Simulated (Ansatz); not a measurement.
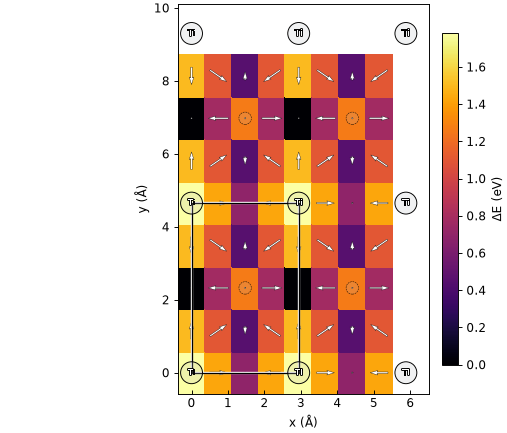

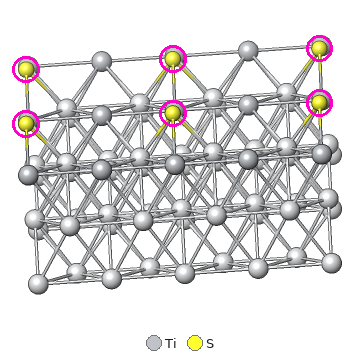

Energy landscape of S on a Ti(100) slab cut from the P6_3/mmc phase, its upper half relaxed before the scan (12 atoms of substrate and one adsorbate in a 2 × 1 cell). S is moved over the surface cell; relaxed at each place: the height of the adsorbate's atoms; substrate rigid; the origin of the map has the adsorbate above Ti11. Places are given modulo a cell vector. The map is drawn in real space over the plane of the surface. The grid has 4 × 4 points; 9 points were computed and 7 follow by symmetry. Places are given in fractions of the 1 × 1 surface cell. All energies are given in eV relative to the lowest grid point. Method: DFT PBE, scalar-relativistic, plane waves, PAW (Ansatz 0.2.0). Settings: cutoff 420 eV, k-mesh 5×6×1, gaussian smearing 0.1 eV, no spin polarisation.

The picture shows one coloured cell a grid point, arrows along the force (downhill), their lengths compressed, labelled circles for the atoms of the top layer and small ones for the second layer, the outline of one cell of the 2 × 2 shown. The second picture is the structure at the lowest point; rings mark the moved atoms.

### Describe this landscape.

The lowest grid point is at the trough between two rows of top atoms, (0/4, 2/4) of the cell vectors. The highest grid point, the top site over a surface Ti atom, (0/4, 0/4) of the cell vectors, lies 1.78 eV above the lowest. At the lowest point the adsorbate has 2 Ti at 2.40 Å as nearest neighbours, at the highest 1 Ti at 2.13 Å. Its relaxed height above the top atom is 1.10 Å at the lowest and 2.13 Å at the highest point.

Grid values (eV):

| second ↓, first → | 0/4 | 1/4 | 2/4 | 3/4 |
| --- | --- | --- | --- | --- |
| 3/4 | 1.50 | 1.10 | 0.45 | 1.10 |
| 2/4 | 0.00 | 0.77 | 1.26 | 0.77 |
| 1/4 | 1.50 | 1.10 | 0.45 | 1.10 |
| 0/4 | 1.78 | 1.43 | 0.69 | 1.43 |

The input of one point:

```yaml
crystal:
  lattice:
    - [5.8763264168, 0.0, 0.0]
    - [0.0, 4.6504654182, 0.0]
    - [0.0, 0.0, 21.2842241242]
  atoms:
    - { symbol: Ti, position: [0.0, 0.75, 0.1879326198] }
    - { symbol: Ti, position: [0.5, 0.75, 0.1879326198] }
    - { symbol: Ti, position: [0.25, 0.25, 0.2277825413] }
    - { symbol: Ti, position: [0.75, 0.25, 0.2277825413] }
    - { symbol: Ti, position: [0.25, 0.75, 0.3074823842] }
    - { symbol: Ti, position: [0.75, 0.75, 0.3074823842] }
    - { symbol: Ti, position: [0.0, 0.25, 0.346129195] }
    - { symbol: Ti, position: [0.5, 0.25, 0.346129195] }
    - { symbol: Ti, position: [0.0, 0.75, 0.4220680055] }
    - { symbol: Ti, position: [0.5, 0.75, 0.4220680055] }
    - { symbol: Ti, position: [0.25, 0.25, 0.4596937181] }
    - { symbol: Ti, position: [0.75, 0.25, 0.4596937181] }
    - { symbol: S, position: [0.25, 0.75, 0.5029182206] }
basis:
  ecutwfc: 420
kpoints:
  mp_grid: { grid: [5, 6, 1] }
hamiltonian:
  xc: pbe
  pseudopotentials: { kind: paw, azcp: { folder: soft_1 } }
scf:
  occupations: { method: gaussian, width: 0.1 }
output:
  forces: true
  eigenvalues: true
relax:
  adjacent_minimum: "off"
  f_tol: 0.025
  max_steps: 16
  constraints:
    - { sites: [0, 1, 2, 3, 4, 5, 6, 7, 8, 9, 10, 11] }
    - { sites: [12], fix: xy }
efield:
  axis: 3
  dipole_correction: true
  ramp_width: 0.04
```

The whole map (9 points run) took 13 min on 4 threads of Intel(R) Xeon(R) Platinum 8259CL CPU @ 2.50GHz (Skylake/Cascade Lake) (shared host).
